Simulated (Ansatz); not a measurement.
# Ag8I7 (cell charge +1, with a compensating background) (cell with a defect): what the fields show

The calculation's input:

```
crystal:
  lattice:
    - [0.0, 6.1585364674, -6.1585364674]
    - [6.1585364674, 6.1585364674, 0.0]
    - [6.1585364674, 0.0, -6.1585364674]
  atoms:
    - { symbol: Ag, position: [0.5, 0.5, 0.0] }
    - { symbol: Ag, position: [0.5, 0.0, 0.0] }
    - { symbol: Ag, position: [1.0, 0.5, 0.0] }
    - { symbol: Ag, position: [1.0, 0.0, 0.0] }
    - { symbol: Ag, position: [0.5, 0.5, 0.5] }
    - { symbol: Ag, position: [0.5, 0.0, 0.5] }
    - { symbol: Ag, position: [1.0, 0.5, 0.5] }
    - { symbol: Ag, position: [1.0, 0.0, 0.5] }
    - { symbol: I, position: [0.25, -0.25, 0.25] }
    - { symbol: I, position: [0.75, 0.75, 0.25] }
    - { symbol: I, position: [0.75, 0.25, 0.25] }
    - { symbol: I, position: [0.25, 0.75, 0.75] }
    - { symbol: I, position: [0.25, 0.25, 0.75] }
    - { symbol: I, position: [0.75, 0.75, 0.75] }
    - { symbol: I, position: [0.75, 0.25, 0.75] }
total_charge: 1
basis:
  ecutwfc: 420
kpoints:
  mp_grid: { grid: [4, 4, 4] }
hamiltonian:
  xc: pbe
scf:
  occupations: { method: gaussian, width: 0.05 }
output:
  forces: true
  stress: true
  eigenvalues: true
  write_density: true
  write_potential: true
  elf: true
  volumetric_format: npy
relax:
  adjacent_minimum: "off"
  f_tol: 0.02
  max_steps: 50
```

Launched as:

```sh
ansatz run input.yaml --threads 4 --pin off --max-ram 9216MiB --backend cpu --events-out ev --progress --plain --runs-dir out
```

The fields are those of the relaxed geometry.

Method: DFT PBE, scalar-relativistic, plane waves, PAW in Ansatz 0.2.0.

In a PAW calculation such maps are meaningful between the atoms, not at the nuclei.

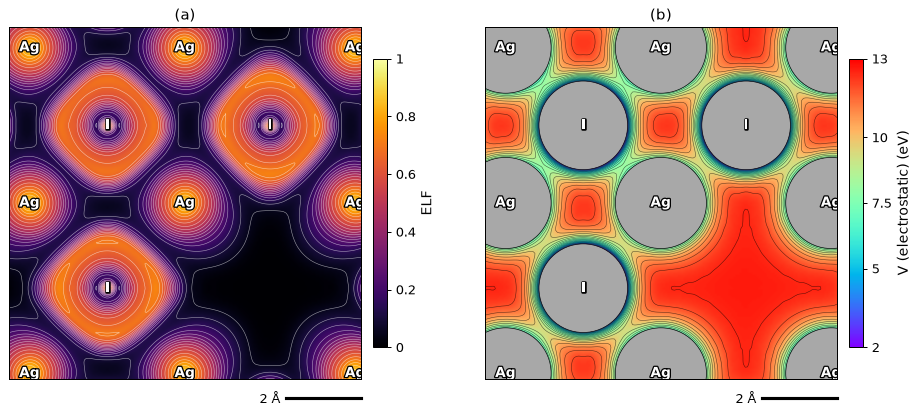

Figure 1. (a) ELF; (b) electrostatic potential energy of an electron on the (110) plane of the calculation cell. Grey discs cover the atomic cores in the potential map.

Interpret the plot.

Answer.
- The plane passes through Ag and I nuclei.
- Ag–I (2.94 Å): the ELF is about 0.30 at the midpoint and 0.15 at its lowest between the atoms.
- Ag–I (3.08 Å): the ELF is about 0.30 at the midpoint and 0.15 at its lowest between the atoms.
- The features right at Ag lie inside the PAW spheres, where the map follows smoothed inner orbitals and isn't to be read closely.
- Outside the cores the potential energy rises away from the atoms and is highest about 3.2 Å from the nearest atoms; its zero is arbitrary.

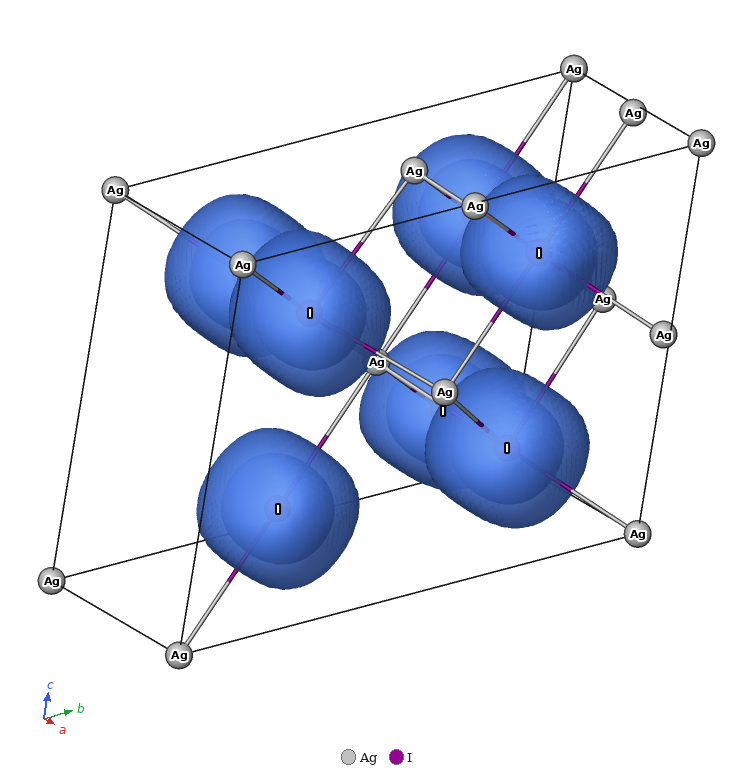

Figure 2. Isosurface of the ELF at 0.65 (blue), seen slightly off an axis. Core shells and regions of very low density are left out. Sticks mark near contacts.

What do the ELF domains correspond to?

Answer. The surface consists of seven regions wrapped around I (the valence shell of each), counted in one cell of 15 atoms. Regions shared between cells count once.

Does the calculation give a band gap?

Answer. It is gapped, with a Kohn–Sham gap of 0.26 eV on the k-point mesh (the band edges may lie off the mesh, which would make the gap smaller).
